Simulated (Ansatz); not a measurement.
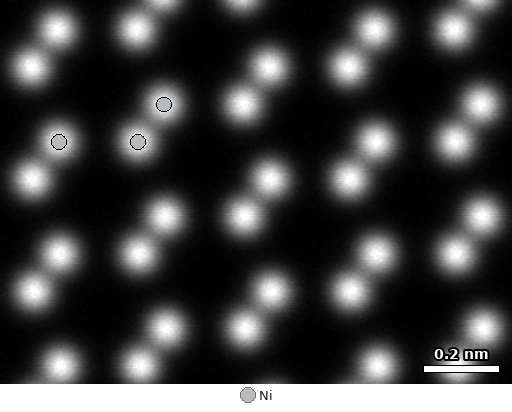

HAADF-like image of Ni (Fd-3m, No. 227) along [110]. Simulation: incoherent imaging, intensity Z^1.7 per atom, probe width 0.85 Å, thin sample. The probe carries 15 % of its weight in a tail 2.5 times as wide. Shot noise and a slight drift were added. Model: the end point of a relaxation with Ansatz, DFT PBEsol, scalar-relativistic, plane waves, PAW; the starting structure was generated, so it need not be a known form of this composition.

Coloured dots in one corner mark the columns of the model.

**Interpret the image.**

The columns repeat on a centred rectangular net of 3.54 × 5.01 Å (plane group c2mm). All columns are alike (Ni). The shortest distance between visible columns is 1.25 Å in projection. Along the beam the structure repeats every 3.54 Å.
